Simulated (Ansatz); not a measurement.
**CaO (Lime, Fm-3m): phonons against volume**

Which modes of CaO (Lime) drive its thermal expansion?

What experiment has found for this phase:
- heat capacity C_P per formula unit 42.2 J/mol/K and bulk modulus 113 GPa near room temperature (given in “High-Throughput Prediction of Finite-Temperature Properties using the Quasi-Harmonic Approximation”, 2016, arXiv:1603.06924)

Calculated with Ansatz 0.2.0; DFT LDA, scalar-relativistic, plane waves, PAW.

### Step 1. The structure

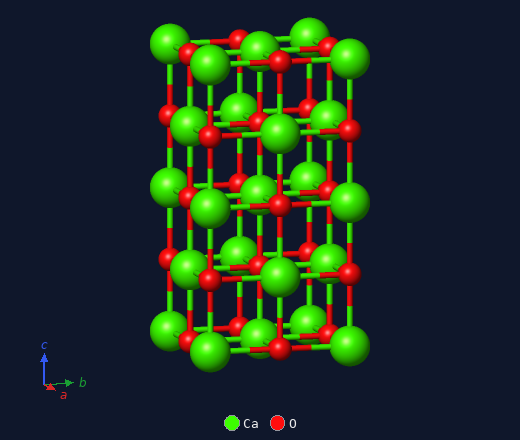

Start, viewed slightly off an axis; calcium green, oxygen red. 1×1×2 cells are drawn. This picture shows the conventional cell, with its axes. Some periodic images of atoms are drawn too.

### Step 2. Probe on a coarse mesh

Before spending time, one coarse run tells the gap and the pressure of the starting cell.

input.yaml reads:

```yaml
crystal:
  lattice:
    - [0.0, 2.4065, 2.4065]
    - [2.4065, 0.0, 2.4065]
    - [2.4065, 2.4065, 0.0]
  atoms:
    - { symbol: Ca, position: [0.0, 0.0, 0.0] }
    - { symbol: O, position: [0.5, 0.5, 0.5] }
kpoints:
  mp_grid: { grid: [6, 6, 6] }
hamiltonian:
  xc: lda
scf:
  occupations: { method: gaussian, width: 0.1 }
output:
  forces: true
  stress: true
  eigenvalues: true
```

Started as:

```sh
$ ansatz run input.yaml --threads 4 --pin off --max-ram 16384MiB --backend cpu --events-out ev --progress --plain --runs-dir out
```

Numbers of over 12 decimals in the logs are rounded to 6 here.

Output:

```text
Engine: ansatz 0.2.0, x86_64-unknown-linux-gnu
Pseudopotentials: kind: paw
Pseudopotential: Ca, paw, valence charge 10, recommended cutoff 420 eV (normal), Ca.paw.azcp
Pseudopotential: O, paw, valence charge 6, recommended cutoff 420 eV (normal), O.paw.azcp
Functional definition: SPW92
  exchange = slater_x
  correlation = pw_c
Crystal: 2 atoms, lattice volume = 27.873 Å³
Basis set: ecut = 420 eV, 537 PW (Γ)
Bands: 12, of which v1, the nominal top of the filled ones, is band 8 counted from 1 (7 counted from 0)
Symmetry: 48 space group operations
Space group: Fm-3m (ITA 225), of the structure as read, at distance tolerance 3.0e-5 Å
k-points: 16 of 216
Non-local potential: Ca, projectors of the file, l = 0: 3, l = 1: 2, l = 2: 2
Non-local potential: O, projectors of the file, l = 0: 2, l = 1: 2, l = 2: 1
PAW form: soft (Blöchl's): semilocal exchange-correlation on the pseudo side does not see the compensation charge
PAW frozen core: Ca, regenerated for the run's functional, and the local potential with it (the file was generated under x = pbe(κ = 0.804, μ = 0.219515), c = pbe(β = 0.066725))
PAW frozen core: O, regenerated for the run's functional, and the local potential with it (the file was generated under x = pbe(κ = 0.804, μ = 0.219515), c = pbe(β = 0.066725))
PAW one-centre angular grid: Ca, 110 points (default); XC on 64 Gauss nodes
PAW one-centre angular grid: O, 110 points (default); XC on 64 Gauss nodes
Initial density: superposition of atomic densities (neutral atoms: chi_scale 0, normalization atom), corrected by the library's trained network
Initial wavefunctions: pseudopotential atomic-orbital guess
Functional: x = slater, c = lda
SCF iter   1: F=—  HF=-2331.614837 eV  |F-HF|=—  |Δ(HF+E_count)|=         —  Δρ=1.60e-2  dr2=6.97e-2  ethr=1.77e-3  ⟨swp⟩=6.8  Hψ=1305  notcnv=0
preconditioner: auto → none  [insulator: Δε(μ)=3.229 eV  Ē_g=17.769 eV  σ=0.100 eV  W_gap=1.00  n_scr=8 (ndim 8)  ℏωp=26.3 eV  f_vac=0.000  D(μ)=0.00/eV (n_scr^D=0)  ε∞_Penn≈3.2]
SCF iter   2: F=—  HF=-2331.596521 eV  |F-HF|=—  |Δ(HF+E_count)|=   1.83e-2  Δρ=3.68e-3  dr2=3.18e-3  ethr=4.36e-4  ⟨swp⟩=1.9  Hψ=349  notcnv=0
SCF iter   3: F=—  HF=-2331.595688 eV  |F-HF|=—  |Δ(HF+E_count)|=   8.34e-4  Δρ=1.09e-3  dr2=1.24e-4  ethr=1.99e-5  ⟨swp⟩=2.5  Hψ=289  notcnv=0
SCF iter   4: F=—  HF=-2331.595645 eV  |F-HF|=—  |Δ(HF+E_count)|=   4.29e-5  Δρ=1.37e-4  dr2=3.88e-6  ethr=7.74e-7  ⟨swp⟩=1.9  Hψ=252  notcnv=0
SCF iter   5: F=—  HF=-2331.595645 eV  |F-HF|=—  |Δ(HF+E_count)|=   8.29e-8  Δρ=1.89e-5  dr2=3.63e-8  ethr=2.42e-8  ⟨swp⟩=2.4  Hψ=326  notcnv=0
SCF iter   6: F=-2331.595645 eV  HF=-2331.595645 eV  |F-HF|=5.57e-9  |Δ(HF+E_count)|=   4.52e-9  Δρ=5.32e-6  dr2=6.28e-9  ethr=2.27e-10  ⟨swp⟩=2.0  Hψ=632  notcnv=0
SCF 1 converged in 6 iterations: F = -2331.595645 eV  dr2 = 6.28e-9
  greatest PAW one-centre occupation: 0.996 electrons in one spin orbital (limit 2), on the Ca atom at site 0 (counted from 0), in its partial waves of l = 0
SCF converged after 6 iterations
Free energy (F): -2331.595645 eV
Harris-Foulkes:  -2331.595645 eV  (|F-HF|=5.57e-9)
Internal energy: -2331.595645 eV  (E = F + TS)
E sigma→0 (E₀):  -2331.595645 eV
Fermi energy:    8.983737 eV
--- Per-component energies (eV) ---
  E_band       = -105.269771
  E_kinetic    = 453.449864
  E_local      = -894.814328  (includes V_loc(G=0)·N_el)
  E_nonlocal   = 116.720892
  E_hartree    = 293.695614
  E_xc         = -209.512001
  E_vxc        = -265.596607  (∫ρ·V_xc dr)
  E_paw        = -963.138357  (= ΣΔE_a)
  E_vpaw       = -102.421866  (= ΣTr[D̂ρ^β])
  E_aug_tail   = 0.002480  (compensation charges beyond the density's cutoff)
  E_ewald      = -1128.379897
  E_core_change = 0.380087  (= ΣΔE_core)
  E_smearing   = -0.000000  (= −TS)
  E_closure    = -0.000000  (closes the sum)
  Σ components = -2331.595645   (vs F -2331.595645, Δ=0.00e0)
--- Forces (eV/Å), atoms counted from 1 ---
  atom   1  Ca    -0.00000000    -0.00000000     0.00000000
  atom   2  O      0.00000000     0.00000000     0.00000000
  max |Σ_I F_I| component: 9.07e-30 eV/Å
--- Stress (GPa, compression-positive) ---
       -7.385764       0.000000      -0.000000
       -0.000000      -7.385764       0.000000
       -0.000000       0.000000      -7.385764
  P = ⅓ Tr σ = -7.3858 GPa (-73.858 kbar)
--- Band table (eV; the first three rows and the last of 16) ---
  k-point 0: bands = [... 4 lower, -7.9608, 7.2399, 7.2399, 7.2399, 11.7717, 13.3572, 13.3572, 13.3572]
  k-point 1: bands = [... 4 lower, -7.5914, 6.3604, 6.8873, 6.8873, 12.8814, 13.3281, 13.8216, 13.8216]
  k-point 2: bands = [... 4 lower, -6.9973, 5.0828, 6.2903, 6.2903, 13.6539, 14.7892, 14.8929, 14.8929]
  k-point 15: bands = [... 4 lower, -7.4142, 6.0136, 6.1551, 6.4177, 12.1308, 14.8025, 15.5357, 16.7556]
```

The job ended after 1.3 s (4 threads of Intel Xeon Platinum 8488C (Sapphire Rapids), shared host; peak memory 0.3 GiB).

The column dr2 measures how far the density is from self-consistency, as an energy; F and HF (Harris–Foulkes) agree once it is small.

A gap read on the k-mesh alone can miss the band edges.

Numbers from this step:

```yaml
pressure: -7.386 GPa
gap_on_the_k_mesh: 3.488 eV
volume_per_atom: 13.94 Å³
```

The start is under -7.4 GPa at this level and looks like an insulator or semiconductor on this mesh.

### Step 3. Finding the static equilibrium

The vibrations must be taken about the equilibrium of this functional, not about the starting cell, so the structure is relaxed.

input.yaml, the sections that differ from step 2:

```yaml
kpoints:
  mp_grid: { grid: [8, 8, 8] }
scf:
  occupations: { method: gaussian, width: 0.02 }
output:
  forces: true
  stress: true
  eigenvalues: true
  write_density: true
  write_potential: true
  elf: true
  volumetric_format: npy
relax:
  adjacent_minimum: "off"
  f_tol: 0.005
  max_steps: 80
  cell: { stress_tol: 0.05 }
# crystal, hamiltonian: as in step 2
```

Output:

```text
[...]
Crystal: 2 atoms, lattice volume = 27.873 Å³
Basis set: ecut = 420 eV, 537 PW (Γ)
Bands: 12, of which v1, the nominal top of the filled ones, is band 8 counted from 1 (7 counted from 0)
Symmetry: 48 space group operations
[...]
k-points: 29 of 512
[...]
SCF iter   1: F=—  HF=-2331.615303 eV  |F-HF|=—  |Δ(HF+E_count)|=         —  Δρ=1.62e-2  dr2=7.15e-2  ethr=1.77e-3  ⟨swp⟩=7.3  Hψ=2437  notcnv=0
[...]
SCF iter   6: F=-2331.596076 eV  HF=-2331.596076 eV  |F-HF|=1.61e-9  |Δ(HF+E_count)|=   6.22e-9  Δρ=2.88e-6  dr2=1.97e-9  ethr=1.35e-10  ⟨swp⟩=5.0  Hψ=1718  notcnv=0
SCF 1 converged in 6 iterations: F = -2331.596076 eV  dr2 = 1.97e-9
[...]
relax step   1: F+E_penalty+E_count = -2331.59607551 eV  Δ(F+E_penalty+E_count) = +0.000e0 eV  max|allowed force component| = 8.546e-29 eV/Å  Δτ_max = 0.0000 Å  P = -7.385 GPa  Ω = 27.873 Å³  (6 SCF iters, dr2 threshold 1.00e-7 eV, accepted)
Crystal: 2 atoms, lattice volume = 25.721 Å³
Basis set: ecut = 420 eV, 531 PW (Γ)
[...]
iter 1 solved again at ethr=2.03e-5 eV; its pass at ethr=3.10e-3 eV (dr2=3.25e-3 eV) is discarded
[...]
SCF iter   6: F=-2331.643220 eV  HF=-2331.643220 eV  |F-HF|=2.15e-10  |Δ(HF+E_count)|=   8.17e-8  Δρ=3.57e-6  dr2=1.04e-9  ethr=1.14e-9  ⟨swp⟩=5.2  Hψ=1885  notcnv=0
SCF 2 converged in 6 iterations: F = -2331.643220 eV  dr2 = 1.04e-9
relax step   2: F+E_penalty+E_count = -2331.64321976 eV  Δ(F+E_penalty+E_count) = -4.714e-2 eV  max|allowed force component| = 2.662e-30 eV/Å  Δτ_max = 0.0000 Å  P = +2.245 GPa  Ω = 25.721 Å³  energy of the carried Pulay correction = +8.206e-3 eV  (6 SCF iters, dr2 threshold 2.00e-7 eV, accepted)
Crystal: 2 atoms, lattice volume = 26.192 Å³
[...]
SCF iter   5: F=-2331.644296 eV  HF=-2331.644296 eV  |F-HF|=9.45e-10  |Δ(HF+E_count)|=   2.00e-7  Δρ=9.06e-6  dr2=7.29e-9  ethr=1.25e-9  ⟨swp⟩=8.0  Hψ=2358  notcnv=0
SCF 3 converged in 5 iterations: F = -2331.644296 eV  dr2 = 7.29e-9
relax step   3: F+E_penalty+E_count = -2331.64429595 eV  Δ(F+E_penalty+E_count) = -1.076e-3 eV  max|allowed force component| = 4.782e-30 eV/Å  Δτ_max = 0.0000 Å  P = -0.217 GPa  Ω = 26.192 Å³  energy of the carried Pulay correction = +6.352e-3 eV  (5 SCF iters, dr2 threshold 2.00e-7 eV, accepted)
[...]
relax step   4: F+E_penalty+E_count = -2331.64449013 eV  Δ(F+E_penalty+E_count) = -1.942e-4 eV  max|allowed force component| = 4.799e-30 eV/Å  Δτ_max = 0.0000 Å  P = -0.005 GPa  Ω = 26.150 Å³  energy of the carried Pulay correction = +6.517e-3 eV  (4 SCF iters, dr2 threshold 1.18e-7 eV, accepted)
[...]
relax step   5: F+E_penalty+E_count = -2331.63953459 eV  Δ(F+E_penalty+E_count) = +4.956e-3 eV  max|allowed force component| = 7.116e-30 eV/Å  Δτ_max = 0.0000 Å  P = -0.317 GPa  Ω = 26.150 Å³  stress off target by 3.17e-1 GPa  SCF on the basis re-selected at this cell (its energy is not comparable with the rows above)  (7 SCF iters)
[...]
relax step   6: F+E_penalty+E_count = -2331.63984682 eV  Δ(F+E_penalty+E_count) = -3.122e-4 eV  max|allowed force component| = 7.428e-30 eV/Å  Δτ_max = 0.0000 Å  P = +0.001 GPa  Ω = 26.087 Å³  energy of the carried Pulay correction = +2.498e-4 eV  (4 SCF iters, dr2 threshold 2.00e-7 eV, accepted)
[...]
SCF iter   1: F=—  HF=-2331.639767 eV  |F-HF|=—  |Δ(HF+E_count)|=         —  Δρ=1.28e-5  dr2=2.25e-8  ethr=2.30e-6  ⟨swp⟩=2.2  Hψ=3249  notcnv=0
eigensolver tolerance schedule: the retry pair's looser diagonalisation over-reported the residual by 16343.29 of it (diagonalisation noise at an unbounded share of the residual, at the tolerance the schedule requests for it); recorded, not acted on — ethr = c·dr2/N_el stays at c = 1.0e-1
[...]
SCF iter   2: F=—  HF=-2331.639767 eV  |F-HF|=—  |Δ(HF+E_count)|=   3.04e-8  Δρ=9.68e-6  dr2=2.23e-8  ethr=1.41e-10  ⟨swp⟩=2.7  Hψ=619  notcnv=0
[...]
SCF iter   5: F=-2331.639767 eV  HF=-2331.639767 eV  |F-HF|=1.59e-11  |Δ(HF+E_count)|=  3.00e-11  Δρ=2.78e-7  dr2=1.70e-11  ethr=1.00e-12  ⟨swp⟩=4.0  Hψ=1555  notcnv=0
SCF 7 converged in 5 iterations: F = -2331.639767 eV  dr2 = 1.70e-11
relax step   7: F+E_penalty+E_count = -2331.63976744 eV  Δ(F+E_penalty+E_count) = +7.938e-5 eV  max|allowed force component| = 2.662e-30 eV/Å  Δτ_max = 0.0000 Å  P = -0.007 GPa  Ω = 26.087 Å³  stress off target by 7.15e-3 GPa  SCF on the basis re-selected at this cell (its energy is not comparable with the rows above)  (5 SCF iters)
[...]
SCF converged after 5 iterations
Free energy (F): -2331.639767 eV
[...]
Internal energy: -2331.639767 eV  (E = F + TS)
E sigma→0 (E₀):  -2331.639767 eV
Fermi energy:    9.720034 eV
[...]
--- Stress (GPa, compression-positive) ---
       -0.007148      -0.000000      -0.000000
       -0.000000      -0.007148      -0.000000
        0.000000      -0.000000      -0.007148
  P = ⅓ Tr σ = -0.0071 GPa (-0.071 kbar)
--- Band table (eV; the first three rows and the last of 29) ---
  k-point 0: bands = [... 4 lower, -7.3324, 7.9948, 7.9948, 7.9948, 13.0830, 14.2648, 14.2648, 14.2648]
  k-point 1: bands = [... 4 lower, -7.0269, 7.4269, 7.7558, 7.7558, 13.7761, 14.2286, 14.5553, 14.5553]
  k-point 2: bands = [... 4 lower, -6.4520, 6.3513, 7.2496, 7.2496, 14.3158, 15.2637, 15.3212, 15.3212]
  k-point 28: bands = [... 4 lower, -6.5536, 6.5878, 6.9273, 6.9273, 14.3827, 14.3827, 16.8154, 17.9650]
--- Relaxed structure (5 steps of the walk, 5 accepted, 2 SCFs on fresh bases) ---
  F+E_penalty+E_count = -2331.63976744 eV   max|allowed force component| = 2.662e-30 eV/Å   (the final SCF, on the basis selected at the relaxed cell)
  cell:  # Å, volume = 26.0869 Å³
    - [0, 2.353951, 2.353951]
    - [2.353951, 0, 2.353951]
    - [2.353951, 2.353951, 0]
  atoms:
    - { symbol: Ca, position: [0, 0, 0] }
    - { symbol: O, position: [0.5, 0.5, 0.5] }
```

Elapsed: 1.5 s, on 4 threads; peak memory 0.35 GiB; 4.2 s of CPU time.

Relaxation path:

```csv
step,energy less that of the first step (eV),largest force component (eV/Å),pressure (GPa),volume (Å³)
1,0.0000,0.0000,-7.38,27.87
2,-0.0471,0.0000,2.25,25.72
3,-0.0482,0.0000,-0.22,26.19
4,-0.0484,0.0000,-0.01,26.15
5*,-0.0435,0.0000,-0.32,26.15
6,-0.0438,0.0000,0.00,26.09
7*,-0.0437,0.0000,-0.01,26.09
```

Relaxation steps marked * repeat the geometry before them on a plane-wave basis chosen anew for their cell, so energy and pressure can jump there.

The run keeps the 48 symmetry operations that it works with, so distortions that break them were not tested.

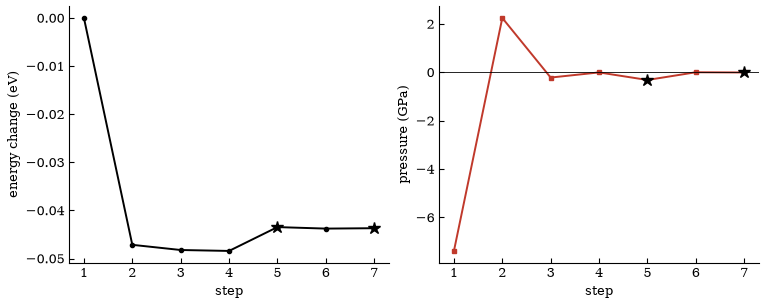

Energy and pressure along the relaxation. Stars mark steps on a basis chosen anew.

```csv
"conventional cell, symmetrised",before,after,change
a (Å),4.813,4.708,-2.2 %
b (Å),4.813,4.708,-2.2 %
c (Å),4.813,4.708,-2.2 %
volume (Å³/atom),13.94,13.04,-6.4 %
```

Final coordinates:

```xyz
2
Lattice="0.0000 2.3540 2.3540 2.3540 0.0000 2.3540 2.3540 2.3540 0.0000" Properties=species:S:1:pos:R:3 pbc="T T T"
Ca    0.0000    0.0000    0.0000
O     2.3540    2.3540    2.3540
```

Numbers from this step:

```
pressure          : -0.007148 GPa
gap on the k-mesh : 3.451 eV
volume per atom   : 13.04 Å³
```

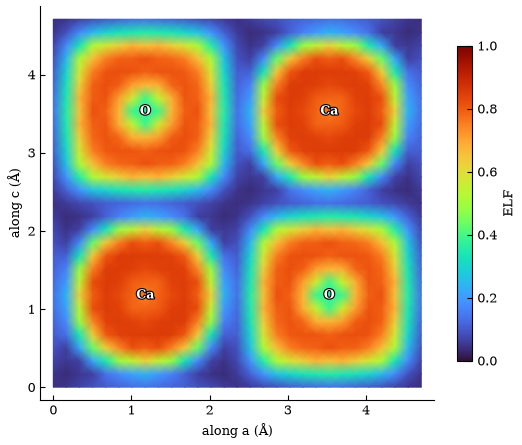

ELF in the ac plane of the conventional cell at fractional y = 0.000, with atoms of Ca and O within 0.2 Å of it. It is the smooth field of the valence electrons, not physical close to the nuclei. The map starts off the cell's origin, so that atoms lie inside it.

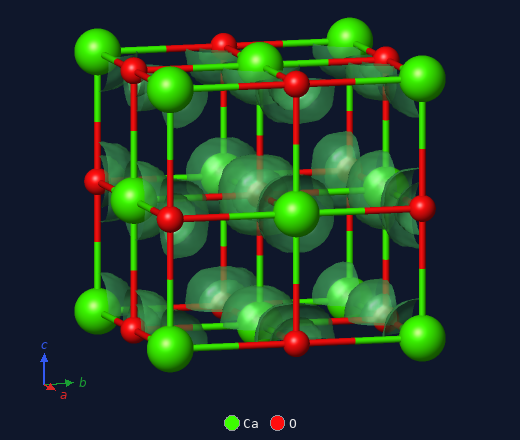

Surface of ELF = 0.78.

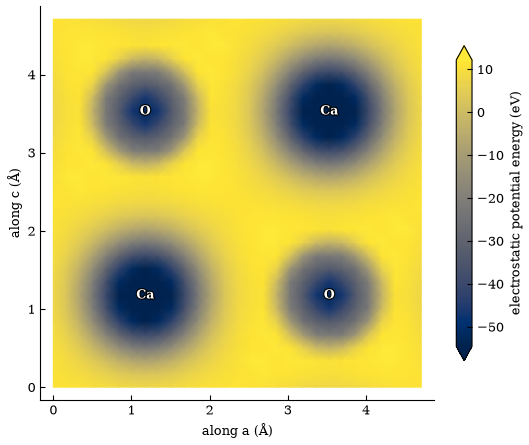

Electrostatic potential energy in the ac plane of the conventional cell at fractional y = 0.000, with atoms of Ca and O within 0.2 Å of it. With pseudopotentials it is smooth inside the atoms' cores, unlike the true potential. The map starts off the cell's origin, so that atoms lie inside it.

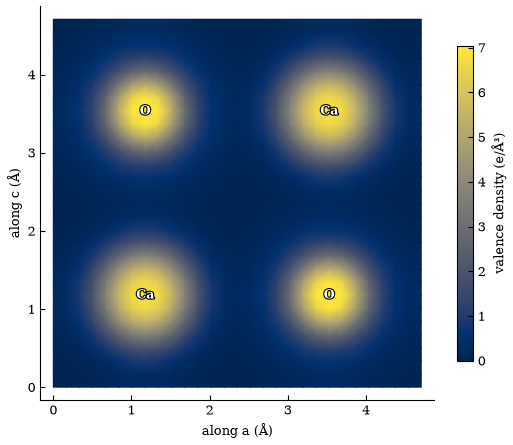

Valence density in the ac plane of the conventional cell at fractional y = 0.000, with atoms of Ca and O within 0.2 Å of it. It is the smooth field of the valence electrons, not physical close to the nuclei. The map starts off the cell's origin, so that atoms lie inside it.

The relaxation ends with a pressure of -0.01 GPa.

### Step 4. Tight relaxation

The thresholds are tightened for a last relaxation ahead of the phonons, and where mesh or smearing change with them the cell follows.

input.yaml reads:

```yaml
crystal:
  lattice:
    - [0.0, 2.353950931, 2.353950931]
    - [2.353950931, 0.0, 2.353950931]
    - [2.353950931, 2.353950931, 0.0]
  atoms:
    - { symbol: Ca, position: [0.0, 0.0, 0.0] }
    - { symbol: O, position: [0.5, 0.5, 0.5] }
kpoints:
  mp_grid: { grid: [8, 8, 8] }
hamiltonian:
  xc: lda
scf:
  occupations: { method: fixed }
output:
  forces: true
  stress: true
  eigenvalues: true
relax:
  adjacent_minimum: "off"
  f_tol: 0.001
  max_steps: 60
  cell: { stress_tol: 0.01 }
```

Output:

```text
[...]
Crystal: 2 atoms, lattice volume = 26.087 Å³
Basis set: ecut = 420 eV, 531 PW (Γ)
Bands: 12, of which v1, the nominal top of the filled ones, is band 8 counted from 1 (7 counted from 0)
Symmetry: 48 space group operations
[...]
k-points: 29 of 512
[...]
k-point 28: bands = [... 4 lower, -6.5536, 6.5878, 6.9274, 6.9274, 14.3827, 14.3827, 16.8154, 17.9650]
--- Relaxed structure (1 steps of the walk, 1 accepted, 1 SCFs on fresh bases) ---
[...]
cell:  # Å, volume = 26.0869 Å³
    - [0.0, 2.353950931, 2.353950931]
    - [2.353950931, 0.0, 2.353950931]
    - [2.353950931, 2.353950931, 0.0]
  atoms:
    - { symbol: Ca, position: [0.0, 0.0, 0.0] }
    - { symbol: O, position: [0.5, 0.5, 0.5] }
[key lines of the parts left out:]
SCF converged after 6 iterations
Free energy (F): -2331.639767 eV
Fermi energy:    7.994775 eV
P = ⅓ Tr σ = -0.0071 GPa (-0.071 kbar)
```

Wall time 0.48 s (4 threads); peak memory 0.33 GiB; 1.3 s of CPU time.

Little changed from the start: no atom moved by 0.005 Å and no cell edge by 0.1 %.

This step gave:

- pressure: -0.007131 GPa

The residual pressure is -0.0071 GPa, small enough for phonons.

(Continued in part 2 of 3.)

[Logs are printed without paths, hosts, clocks, repeated set-up lines and the standing remarks that a program may print on its own settings, such as how far it seeks lower states.]

[Hosts, paths, dates, database ids (printed as entryN), source tags and the programs' standing remarks are cut or masked in the printed files.]

[A step with changed settings may run another functional than the one named; its input shows which.]

[Of the runs on displaced cells, only some may be shown.]
